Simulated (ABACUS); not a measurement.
## Run report: PbS, single-point calculation at one volume of an equation of state (part 1 of 2)

The run: single-point calculation at one volume of an equation of state of PbS (Fm-3m, 2 atoms in the cell). Method and program: Kohn-Sham DFT of a periodic cell, PBE, PseudoDojo NC SR 0.4.1 PBE standard, no spin polarisation (ABACUS 3.10.1).

The structure derives from an entry of the Crystallography Open Database. It belongs to a series of runs on one base structure; here: volume scaled by 0.94.

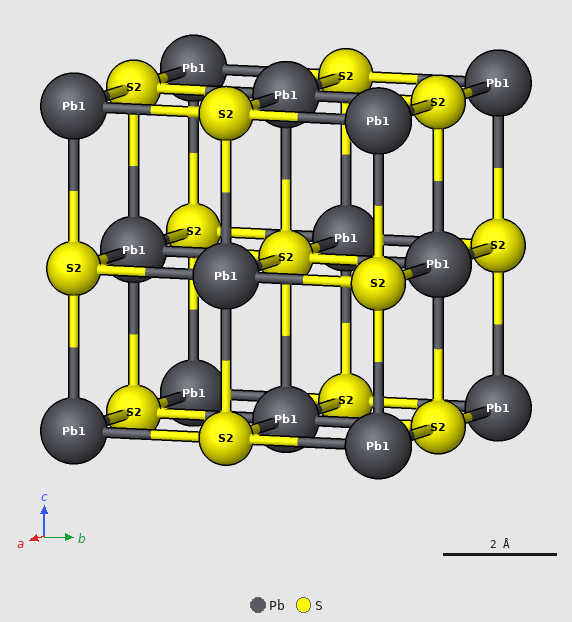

Fig. 1: The structure (ball-and-stick view of the cell 4 times as large as that of the calculation, set on its symmetry axes, seen slightly off an axis; atoms are numbered from 1 in the order of the input). Near neighbours in the crystal (not all of them lie inside the picture): Pb has 6 S at 2.91 Å; S has 6 Pb at 2.91 Å.

## Input file
```
INPUT_PARAMETERS
suffix              PbS
calculation         scf
basis_type          lcao
pseudo_dir          ./
orbital_dir         ./
symmetry            1
dft_functional      pbe
ecutwfc             100
pseudo_rcut         10
nspin               1
nbands              14
ks_solver           genelpa
smearing_method     fd
smearing_sigma      0.00367493
scf_thr             1e-07
scf_nmax            100
mixing_type         broyden
mixing_beta         0.7
cal_force           1
cal_stress          1
out_mul             1
```

## File STRU
```
ATOMIC_SPECIES
Pb 207.2000 Pb.upf
S 32.0600 S.upf

NUMERICAL_ORBITAL
Pb_confined-atom_8au_2s2p2d.orb
S_confined-atom_7au_2s2p1d.orb

LATTICE_CONSTANT
1.8897261246

LATTICE_VECTORS
0.0000000000 2.9052075019 2.9052075019
2.9052075019 0.0000000000 2.9052075019
2.9052075019 2.9052075019 0.0000000000

ATOMIC_POSITIONS
Direct

Pb
0.0
1
0.0000000000 0.0000000000 0.0000000000 1 1 1

S
0.0
1
0.5000000000 0.5000000000 0.5000000000 1 1 1
```

## File KPT
```
K_POINTS
0
Gamma
8 8 8 0 0 0
```

Machine: 4 threads of Intel Xeon (Sapphire Rapids), 64 GiB of memory available, shared host.

Launch command:
```bash
OMP_NUM_THREADS=1 mpirun -np 4 abacus > log
```

## Output
```
ABACUS v3.10.1

               Atomic-orbital Based Ab-initio Computation at UStc

 ------------------------------------------------------------------------------------

 READING GENERAL INFORMATION
                           global_out_dir = OUT.PbS/
                           global_in_card = INPUT
                               pseudo_dir = ./
                              orbital_dir = ./
                                    DSIZE = 4
                                    GSIZE = 1

 READING UNITCELL INFORMATION
                                    ntype = 2
                  lattice constant (Bohr) = 1.88973
              lattice constant (Angstrom) = 1

 READING ATOM TYPE 1
                               atom label = Pb
                      L=0, number of zeta = 2
                      L=1, number of zeta = 2
                      L=2, number of zeta = 2
             number of atom for this type = 1

 READING ATOM TYPE 2
                               atom label = S
                      L=0, number of zeta = 2
                      L=1, number of zeta = 2
                      L=2, number of zeta = 1
             number of atom for this type = 1

                        TOTAL ATOM NUMBER = 2
DIRECT COORDINATES
    atom                   x                   y                   z     mag                  vx                  vy                  vz
taud_Pb1            0.0000000000        0.0000000000        0.0000000000  0.0000        0.0000000000        0.0000000000        0.0000000000
taud_S1            0.5000000000        0.5000000000        0.5000000000  0.0000        0.0000000000        0.0000000000        0.0000000000

                          Volume (Bohr^3) = 330.947
                             Volume (A^3) = 49.0412

 Lattice vectors: (Cartesian coordinate: in unit of a_0)
                   +0            +2.90521            +2.90521
             +2.90521                  +0            +2.90521
             +2.90521            +2.90521                  +0
 Reciprocal vectors: (Cartesian coordinate: in unit of 2 pi/a_0)
            -0.172105           +0.172105           +0.172105
            +0.172105           -0.172105           +0.172105
            +0.172105           +0.172105           -0.172105
 The esolver type has been set to : ksdft_lcao

                PAO radial cut off (Bohr) = 10

 Read in pseudopotential file is Pb.upf
                     pseudopotential type = NC
          exchange-correlation functional = PBE
                 nonlocal core correction = 1
                        valence electrons = 14
                                     lmax = 2
                           number of zeta = 3
                     number of projectors = 6
                           L of projector = 0
                           L of projector = 0
                           L of projector = 1
                           L of projector = 1
                           L of projector = 2
                           L of projector = 2
                PAO radial cut off (Bohr) = 10

 Read in pseudopotential file is S.upf
                     pseudopotential type = NC
          exchange-correlation functional = PBE
                 nonlocal core correction = 1
                        valence electrons = 6
                                     lmax = 2
                           number of zeta = 2
                     number of projectors = 6
                           L of projector = 0
                           L of projector = 0
                           L of projector = 1
                           L of projector = 1
                           L of projector = 2
                           L of projector = 2
     initial pseudo atomic orbital number = 13

 SETUP THE ELECTRONS NUMBER
            electron number of element Pb = 14
      total electron number of element Pb = 14
             electron number of element S = 6
       total electron number of element S = 6
            AUTOSET number of electrons:  = 20
                           occupied bands = 10
                                   NLOCAL = 31
                                   NBANDS = 14
                                   NBANDS = 14
                                   NLOCAL = 31

%%%%%%%%%%%%%%%%%%%%%%%%%%%%%%%%%%%%%%%%%%%%%%%%%%%%%%%%%%%%%%%%%%%%%%%%%%%%%%%%%%%%%%%%%%%%%%%%%%%%%%%%%%
 Warning: the number of valence electrons in pseudopotential > 4 for Pb: [Xe] 4f14 5d10 6s2 6p2
 Pseudopotentials with additional electrons can yield (more) accurate outcomes, but may be less efficient.
 If you're confident that your chosen pseudopotential is appropriate, you can safely ignore this warning.
%%%%%%%%%%%%%%%%%%%%%%%%%%%%%%%%%%%%%%%%%%%%%%%%%%%%%%%%%%%%%%%%%%%%%%%%%%%%%%%%%%%%%%%%%%%%%%%%%%%%%%%%%%

 SETUP THE PLANE WAVE BASIS
 energy cutoff for charge/potential (unit:Ry) = 400
            fft grid for charge/potential = [ 50, 50, 50 ]
                        fft grid division = [ 5, 5, 5 ]
        big fft grid for charge/potential = [ 10, 10, 10 ]
                                     nbxx = 300
                                     nrxx = 37500

 SETUP PLANE WAVES FOR CHARGE/POTENTIAL
                    number of plane waves = 44735
                         number of sticks = 1663

 PARALLEL PW FOR CHARGE/POTENTIAL
     PROC   COLUMNS(POT)             PW
        1            416          11185
        2            415          11183
        3            415          11183
        4            417          11184
 --------------- sum -------------------
        4           1663          44735
                            number of |g| = 409
                                  max |g| = 36.1365
                                  min |g| = 0.0888601

----------- Double Check Mixing Parameters Begin ------------
mixing_type: broyden
mixing_beta: 0.7
mixing_gg0: 1
mixing_gg0_min: 0.1
mixing_ndim: 8
----------- Double Check Mixing Parameters End ------------

 LATTICE VECTORS: (CARTESIAN COORDINATE: IN UNIT OF A0)
                   +0            +2.90521            +2.90521
             +2.90521                  +0            +2.90521
             +2.90521            +2.90521                  +0
                       right hand lattice = 1
                                   NORM_A = 4.10858
                                   NORM_B = 4.10858
                                   NORM_C = 4.10858
                           ALPHA (DEGREE) = 60
                           BETA  (DEGREE) = 60
                           GAMMA (DEGREE) = 60

 The lattice vectors have been changed (STRU_SIMPLE.cif)

(for optimal symmetric configuration:)
                             BRAVAIS TYPE = 3
                     BRAVAIS LATTICE NAME = 03. Cubic F (face-centered)
                                    ibrav = 3
                                    IBRAV = 3
                                  BRAVAIS = FACE CENTERED CUBIC
                       LATTICE CONSTANT A = 5.81042
Original cell was already a primitive cell.
                        ROTATION MATRICES = 48
              PURE POINT GROUP OPERATIONS = 48
                   SPACE GROUP OPERATIONS = 48
                              POINT GROUP = O_h
               POINT GROUP IN SPACE GROUP = O_h

 SETUP K-POINTS
                                    nspin = 1
                   Input type of k points = Monkhorst-Pack(Gamma)
                                   nkstot = 512
                       right hand lattice = 1
(for reciprocal lattice: )
                             BRAVAIS TYPE = 2
                     BRAVAIS LATTICE NAME = 02. Cubic I (body-centered)
                                    ibrav = 2
                       right hand lattice = 1
(for k-lattice: )
                             BRAVAIS TYPE = 2
                     BRAVAIS LATTICE NAME = 02. Cubic I (body-centered)
                                    ibrav = 2
                       right hand lattice = 1
                        ROTATION MATRICES = 48
                               nkstot_ibz = 29
K-POINTS REDUCTION ACCORDING TO SYMMETRY
     IBZ    DIRECT_X    DIRECT_Y    DIRECT_Z  WEIGHT  ibz2bz
       1  0.00000000  0.00000000  0.00000000  0.0020       0
       2  0.12500000  0.12500000  0.12500000  0.0156       1
       3  0.25000000  0.25000000  0.25000000  0.0156       2
       4  0.37500000  0.37500000  0.37500000  0.0156       3
       5  0.50000000  0.50000000  0.50000000  0.0078       4
       6  0.12500000  0.12500000  0.00000000  0.0117       9
       7  0.25000000  0.25000000  0.12500000  0.0469      10
       8  0.37500000  0.37500000  0.25000000  0.0469      11
       9  0.50000000  0.50000000  0.37500000  0.0469      12
      10  0.50000000  0.37500000  0.37500000  0.0469      13
      11  0.37500000  0.25000000  0.25000000  0.0469      14
      12  0.12500000  0.12500000  0.25000000  0.0234      15
      13  0.25000000  0.25000000  0.00000000  0.0117      18
      14  0.37500000  0.37500000  0.12500000  0.0469      19
      15  0.50000000  0.50000000  0.25000000  0.0469      20
      16 -0.37500000  0.37500000  0.37500000  0.0469      21
      17  0.50000000  0.25000000  0.25000000  0.0234      22
      18  0.37500000  0.37500000  0.00000000  0.0117      27
      19  0.50000000  0.50000000  0.12500000  0.0469      28
      20 -0.25000000  0.37500000  0.37500000  0.0234      29
      21  0.50000000  0.50000000  0.00000000  0.0059      36
      22  0.37500000  0.25000000  0.12500000  0.0469      83
      23  0.50000000  0.37500000  0.25000000  0.0938      84
      24  0.50000000  0.37500000 -0.37500000  0.0469      85
      25  0.50000000  0.37500000  0.12500000  0.0469      92
      26  0.50000000  0.37500000 -0.25000000  0.0938      93
      27 -0.37500000  0.37500000  0.25000000  0.0469      94
      28 -0.12500000  0.50000000  0.37500000  0.0234     101
      29  0.50000000  0.25000000 -0.25000000  0.0117     166

                               nkstot now = 29
[... K-POINTS DIRECT COORDINATES: 29 rows ...]

           k-point number in this process = 29
       minimum distributed K point number = 29
[... stars of the k points ...]

[... K-POINTS CARTESIAN COORDINATES: 29 rows ...]

[... K-POINTS DIRECT COORDINATES: 29 rows ...]

 SETUP PLANE WAVES FOR WAVE FUNCTIONS
     energy cutoff for wavefunc (unit:Ry) = 100
              fft grid for wave functions = [ 50, 50, 50 ]
                    number of plane waves = 6975
                         number of sticks = 499

 PARALLEL PW FOR WAVE FUNCTIONS
     PROC   COLUMNS(POT)             PW
        1            124           1744
        2            124           1744
        3            126           1744
        4            125           1743
 --------------- sum -------------------
        4            499           6975

 SET NONLOCAL PSEUDOPOTENTIAL PROJECTORS
 SET NONLOCAL PSEUDOPOTENTIAL PROJECTORS
 max number of nonlocal projetors among all species is 6

 -------------------------------------------
 SELF-CONSISTENT
 -------------------------------------------

 SETUP SEARCHING RADIUS FOR PROGRAM TO SEARCH ADJACENT ATOMS
                  longest orb rcut (Bohr) = 8
   longest nonlocal projector rcut (Bohr) = 2.46
                     search radius (Bohr) = 20.9
              searching radius is (Bohr)) = 20.9
         searching radius unit is (Bohr)) = 1.89
                         PeriodicBoundary = 1
                        Radius(unit:lat0) = 11.1
                                   glayer = [ 5, 5, 5 ]
                             glayer_minus = [ 4, 4, 4 ]

Find the coordinate range of the input atom(unit:lat0).
                                  min_tau = [ -23.2, -23.2, -23.2 ]
                                  max_tau = [ 26.1, 26.1, 26.1 ]
                                BoxNumber = [ 9, 9, 9 ]

 SETUP EXTENDED REAL SPACE GRID FOR GRID INTEGRATION
                          real space grid = [ 50, 50, 50 ]
                 big cell numbers in grid = [ 10, 10, 10 ]
             meshcell numbers in big cell = [ 5, 5, 5 ]
                        extended fft grid = [ 13, 13, 13 ]
                dimension of extened grid = [ 37, 37, 37 ]
                            UnitCellTotal = 125
              Atom number in sub-FFT-grid = 2
    Local orbitals number in sub-FFT-grid = 31
                                ParaV.nnr = 15610
                                 init_chg = atomic

 LCAO ALGORITHM --------------- ION=   1  ELEC=   1--------------------------------

 Density error is 0.0682821324829
----------------------------------------------------------
     Energy           Rydberg                 eV
----------------------------------------------------------
 E_KohnSham     -162.8585495397      -2215.8042417558
 E_Harris       -163.3678480074      -2222.7336028991
 E_Fermi        0.7100818679         9.6611594492
```
